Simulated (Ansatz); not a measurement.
## Two runs on MoSe2

System: MoSe2 (P6₃/mmc, 6 atoms in the cell).
Method of run A: Kohn-Sham DFT of a periodic cell, PBE with D4, Ansatz PAW, no spin polarisation (Ansatz 0.2.0).

The structure derives from an entry of the Crystallography Open Database. Text and figures count atoms from 1; the logs count them from 0 in places.

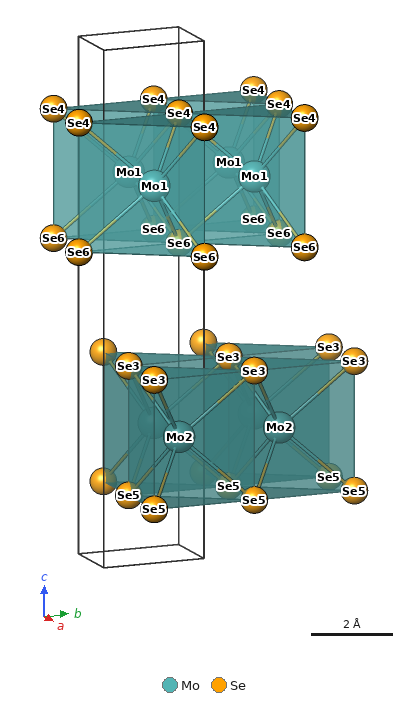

**Figure 1.** The input geometry (polyhedral view of the cell of the calculation, repeated 2 × 2 × 1, seen slightly off an axis; polyhedra are completed across the faces of the cell; atoms are numbered from 1 in the order of the input).

### Input file, run A
```yaml
crystal:
  lattice:
    - [3.288, 0.0, 0.0]
    - [-1.644, 2.8474915276, 0.0]
    - [0.0, 0.0, 12.9]
  atoms:
    - { symbol: Mo, position: [0.6666666667, 0.3333333333, 0.75] }
    - { symbol: Mo, position: [0.3333333333, 0.6666666667, 0.25] }
    - { symbol: Se, position: [0.6666666667, 0.3333333333, 0.375] }
    - { symbol: Se, position: [0.3333333333, 0.6666666667, 0.875] }
    - { symbol: Se, position: [0.6666666667, 0.3333333333, 0.125] }
    - { symbol: Se, position: [0.3333333333, 0.6666666667, 0.625] }
hamiltonian:
  xc: pbe
  pseudopotentials: { kind: paw }
  dispersion: d4
kpoints:
  mp_grid: { grid: [9, 9, 2] }
scf:
  occupations: { method: fermi_dirac, width: 0.05 }
output:
  forces: true
  stress: true
relax:
  f_tol: 0.01
  max_steps: 40
  cell: { stress_tol: 0.05 }
```

Launched with:
```bash
ansatz run input.yaml --threads 2 --pin off --max-ram 5632MiB --backend cpu --events-out ev --progress --plain --runs-dir out
```

Hardware: 2 threads of Intel Xeon @ 2.50GHz (Skylake/Cascade Lake), 189 GiB of memory available, shared host.

### Output, shortened to warnings, some set-up lines, iterations and results (run A)
```
Basis set: ecut = 420 eV, 2395 PW (Γ), exchange–correlation on 48×48×180 points (8 copies of the dense FFT grid, shifted against one another)
Symmetry: 24 space group operations
k-points: 24 of 162
Initial density: superposition of atomic densities (neutral atoms: chi_scale 0, normalization atom), corrected by the library's trained network
[...]
SCF iter   1: F=—  HF=-31795.031150 eV  |F-HF|=—  |Δ(HF+E_count)|=         —  Δρ=4.89e-3  dr2=7.80e-3  ethr=1.77e-3  ⟨swp⟩=6.3  Hψ=4744  notcnv=0
SCF iter   2: F=—  HF=-31795.040125 eV  |F-HF|=—  |Δ(HF+E_count)|=   8.98e-3  Δρ=2.81e-3  dr2=2.43e-3  ethr=8.47e-6  ⟨swp⟩=2.0  Hψ=2059  notcnv=0  defer=11
SCF iter   3: F=—  HF=-31795.044176 eV  |F-HF|=—  |Δ(HF+E_count)|=   4.05e-3  Δρ=9.62e-4  dr2=1.73e-3  ethr=2.65e-6  ⟨swp⟩=2.2  Hψ=1827  notcnv=0  defer=11
SCF iter   4: F=—  HF=-31795.044168 eV  |F-HF|=—  |Δ(HF+E_count)|=   7.36e-6  Δρ=1.13e-4  dr2=9.19e-6  ethr=1.88e-6  ⟨swp⟩=2.2  Hψ=1611  notcnv=0  defer=11
SCF iter   5: F=—  HF=-31795.044158 eV  |F-HF|=—  |Δ(HF+E_count)|=   1.01e-5  Δρ=3.56e-5  dr2=1.69e-6  ethr=9.99e-9  ⟨swp⟩=2.1  Hψ=2316  notcnv=0  defer=11
[... 38 lines ...]
SCF iter   5: F=—  HF=-31795.174618 eV  |F-HF|=—  |Δ(HF+E_count)|=   4.18e-9  Δρ=7.48e-7  dr2=8.56e-10  ethr=6.49e-12  ⟨swp⟩=3.0  Hψ=2346  notcnv=0
SCF iter   6: F=—  HF=-31795.174618 eV  |F-HF|=—  |Δ(HF+E_count)|=  9.60e-10  Δρ=1.79e-7  dr2=6.40e-11  ethr=1.00e-12  ⟨swp⟩=2.0  Hψ=2262  notcnv=0
SCF iter   7: F=-31795.174618 eV  HF=-31795.174618 eV  |F-HF|=7.28e-12  |Δ(HF+E_count)|=  8.00e-11  Δρ=4.28e-8  dr2=3.19e-12  ethr=1.00e-12  ⟨swp⟩=4.0  Hψ=4298  notcnv=0
SCF 5 converged in 7 iterations: F = -31795.174618 eV  dr2 = 3.19e-12
relax step   5: F+E_penalty+E_count = -31795.17461823 eV  Δ(F+E_penalty+E_count) = +2.295e-4 eV  max|allowed force component| = 5.585e-3 eV/Å  Δτ_max = 0.0000 Å  P = -0.005 …
basis re-selected at this cell: Δ(F+E_penalty+E_count) = +2.295e-4 eV, ΔP = +0.000 GPa vs the last step (what re-selecting the basis moved, of the pressure what is left beyond the Pulay correction that the steps carried, after the strain that the cell walked since its last selection, with what the …
SCF converged after 7 iterations
Free energy (F): -31795.174618 eV
Harris-Foulkes:  -31795.174618 eV  (|F-HF|=7.28e-12)
Internal energy: -31795.174610 eV  (E = F + TS)
E sigma→0 (E₀):  -31795.174614 eV
Entropy (-TS):   -0.000008 eV (-0.001 meV/atom)
Fermi energy:    13.087220 eV
--- Per-component energies (eV) ---
  E_band       = -1603.418929
  E_kinetic    = 1360.380072
  E_local      = -11543.115499  (includes V_loc(G=0)·N_el)
  E_nonlocal   = -2095.733889
  E_hartree    = 5471.229957
  E_xc         = -786.445908
  E_vxc        = -854.393175  (∫ρ·V_xc dr)
  E_paw        = -14048.319078  (= ΣΔE_a)
  E_vpaw       = 586.986039  (= ΣTr[D̂ρ^β])
  E_aug_tail   = -0.002272  (compensation charges beyond the density's cutoff)
  E_ewald      = -10150.310221
  E_disp       = -2.857773  (pairwise vdW)
  E_smearing   = -0.000008  (= −TS)
  E_closure    = 0.000000  (closes the sum)
  Σ components = -31795.174618   (vs F -31795.174618, Δ=0.00e0)
--- Forces (eV/Å), atoms counted from 1 ---
  atom   1  Mo     0.00000000    -0.00000000    -0.00000000
  atom   2  Mo    -0.00000000     0.00000000     0.00000000
  atom   3  Se     0.00000000    -0.00000000    -0.00558508
  atom   4  Se     0.00000000     0.00000000    -0.00558508
  atom   5  Se    -0.00000000    -0.00000000     0.00558508
  atom   6  Se     0.00000000     0.00000000     0.00558508
  max |Σ_I F_I| component: 8.67e-18 eV/Å
--- Stress (GPa, compression-positive) ---
       -0.027268       0.000000       0.000000
       -0.000000      -0.027268      -0.000000
        0.000000      -0.000000       0.040103
  P = ⅓ Tr σ = -0.0048 GPa (-0.048 kbar)
--- Relaxed structure (4 steps of the walk, 3 accepted, 1 SCFs on fresh bases) ---
  F+E_penalty+E_count = -31795.17461823 eV   max|allowed force component| = 5.585e-3 eV/Å   (the final SCF, on the basis selected at the relaxed cell)
  cell:  # Å, volume = 119.2185 Å³
    - [3.2813332416915184, 0.0, -1.1529756905815989e-33]
    - [-1.6406666208457592, 2.841717945587199, 5.764878452907994e-34]
[...]
```

Run B used a changed input.

### The two runs side by side

| quantity | run A | run B |
| --- | --- | --- |
| outcome | converged | converged |
| free energy per atom (eV) | −5299.1958 | −5305.9827 |
| pressure (GPa) | 0.00 | 0.00 |
| volume per atom (Å³) | 19.87 | 19.17 |
| largest force (eV/Å) | 0.006 | 0.000 |
| SCF iterations | 38 | 51 |
| irreducible k-points | 24 | 24 |
| wall time (shared host) | 56 s | 79 s |

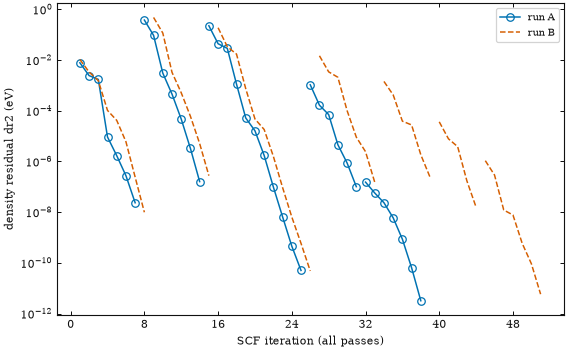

**Figure 2.** Convergence of the two runs: density residual dr2 against the SCF iteration. A break in a curve parts two SCF passes. Run A takes 38 iterations in all, and run B takes 51.

Which change of the input explains these differences?

The change (lines with − go, lines with + come):
```diff
-  xc: pbe
+  xc: rpbe
```

The total energies belong to different methods, so their difference says nothing on which is more stable or more accurate. The volume per atom goes from 19.87 to 19.17 Å³. The functional changes from PBE to RPBE. The SCF takes 51 iterations over all geometry steps against 38. On the same kind of shared host run B took about 1.4 times as long.

### Output, shortened to warnings, some set-up lines, iterations and results (run B)
```
WARN: dispersion: an atom stands within reach of a switch of its C6 between two reference coordination numbers of its element: through that C6 alone, e_disp changes by 0.025 eV or more while the distances to its neighbours run over a stretch of 0.05 Å that contains this geometry (sites counted from 0 in the run's list of atoms or, in a supercell that it derives, in that cell's: here a list of 6) …
Basis set: ecut = 420 eV, 2395 PW (Γ), exchange–correlation on 48×48×180 points (8 copies of the dense FFT grid, shifted against one another)
Symmetry: 24 space group operations
k-points: 24 of 162
Initial density: superposition of atomic densities (neutral atoms: chi_scale 0, normalization atom), corrected by the library's trained network
[...]
SCF iter   1: F=—  HF=-31835.688851 eV  |F-HF|=—  |Δ(HF+E_count)|=         —  Δρ=5.26e-3  dr2=1.05e-2  ethr=1.77e-3  ⟨swp⟩=6.3  Hψ=4791  notcnv=0
SCF iter   2: F=—  HF=-31835.699636 eV  |F-HF|=—  |Δ(HF+E_count)|=   1.08e-2  Δρ=3.04e-3  dr2=3.37e-3  ethr=1.14e-5  ⟨swp⟩=2.0  Hψ=2057  notcnv=0  defer=23
SCF iter   3: F=—  HF=-31835.705407 eV  |F-HF|=—  |Δ(HF+E_count)|=   5.77e-3  Δρ=8.61e-4  dr2=1.54e-3  ethr=3.66e-6  ⟨swp⟩=2.0  Hψ=1895  notcnv=0  defer=23
SCF iter   4: F=—  HF=-31835.705619 eV  |F-HF|=—  |Δ(HF+E_count)|=   2.12e-4  Δρ=2.37e-4  dr2=1.03e-4  ethr=1.67e-6  ⟨swp⟩=2.0  Hψ=1629  notcnv=0  defer=23
SCF iter   5: F=—  HF=-31835.705695 eV  |F-HF|=—  |Δ(HF+E_count)|=   7.60e-5  Δρ=1.18e-4  dr2=4.17e-5  ethr=1.12e-7  ⟨swp⟩=2.7  Hψ=2216  notcnv=0  defer=23
[... 55 lines ...]
SCF iter   5: F=—  HF=-31835.896446 eV  |F-HF|=—  |Δ(HF+E_count)|=  1.46e-10  Δρ=8.39e-7  dr2=5.90e-10  ethr=8.39e-12  ⟨swp⟩=2.0  Hψ=1506  notcnv=0
SCF iter   6: F=—  HF=-31835.896446 eV  |F-HF|=—  |Δ(HF+E_count)|=  8.19e-10  Δρ=2.22e-7  dr2=9.18e-11  ethr=1.00e-12  ⟨swp⟩=2.0  Hψ=1739  notcnv=0
SCF iter   7: F=-31835.896446 eV  HF=-31835.896446 eV  |F-HF|=1.46e-11  |Δ(HF+E_count)|=  2.33e-10  Δρ=5.76e-8  dr2=5.80e-12  ethr=1.00e-12  ⟨swp⟩=4.0  Hψ=4090  notcnv=0
SCF 7 converged in 7 iterations: F = -31835.896446 eV  dr2 = 5.80e-12
relax step   7: F+E_penalty+E_count = -31835.89644586 eV  Δ(F+E_penalty+E_count) = +9.253e-4 eV  max|allowed force component| = 2.119e-4 eV/Å  Δτ_max = 0.0000 Å  P = -0.004 …
basis re-selected at this cell: Δ(F+E_penalty+E_count) = +9.253e-4 eV, ΔP = +0.002 GPa vs the last step (what re-selecting the basis moved, of the pressure what is left beyond the Pulay correction that the steps carried, after the strain that the cell walked since its last selection, with what the …
SCF converged after 7 iterations
Free energy (F): -31835.896446 eV
Harris-Foulkes:  -31835.896446 eV  (|F-HF|=1.46e-11)
Internal energy: -31835.896428 eV  (E = F + TS)
E sigma→0 (E₀):  -31835.896437 eV
Entropy (-TS):   -0.000018 eV (-0.003 meV/atom)
Fermi energy:    13.842906 eV
--- Per-component energies (eV) ---
  E_band       = -1536.596145
  E_kinetic    = 1361.901767
  E_local      = -11065.467872  (includes V_loc(G=0)·N_el)
  E_nonlocal   = -2104.379574
  E_hartree    = 5264.756188
  E_xc         = -788.196568
  E_vxc        = -855.196400  (∫ρ·V_xc dr)
  E_paw        = -14083.431612  (= ΣΔE_a)
  E_vpaw       = 597.036006  (= ΣTr[D̂ρ^β])
  E_aug_tail   = -0.002300  (compensation charges beyond the density's cutoff)
  E_ewald      = -10413.915940
  E_disp       = -5.879955  (pairwise vdW)
  E_core_change = -1.280561  (= ΣΔE_core)
  E_smearing   = -0.000018  (= −TS)
  E_closure    = 0.000000  (closes the sum)
  Σ components = -31835.896446   (vs F -31835.896446, Δ=0.00e0)
--- Forces (eV/Å), atoms counted from 1 ---
  atom   1  Mo    -0.00000000    -0.00000000     0.00000000
  atom   2  Mo     0.00000000     0.00000000    -0.00000000
  atom   3  Se     0.00000000    -0.00000000     0.00021185
  atom   4  Se     0.00000000     0.00000000     0.00021185
  atom   5  Se    -0.00000000    -0.00000000    -0.00021185
  atom   6  Se     0.00000000     0.00000000    -0.00021185
  max |Σ_I F_I| component: 9.25e-18 eV/Å
--- Stress (GPa, compression-positive) ---
       -0.004212       0.000000      -0.000000
        0.000000      -0.004212       0.000000
       -0.000000       0.000000      -0.002171
  P = ⅓ Tr σ = -0.0035 GPa (-0.035 kbar)
--- Relaxed structure (6 steps of the walk, 5 accepted, 1 SCFs on fresh bases) ---
  F+E_penalty+E_count = -31835.89644586 eV   max|allowed force component| = 2.119e-4 eV/Å   (the final SCF, on the basis selected at the relaxed cell)
  cell:  # Å, volume = 115.0313 Å³
    - [3.259176221781248, -2.0484000984291138e-33, 2.129802317324342e-33]
[...]
```

For run B: Points of doubt noted for this run: forces on files of another functional.
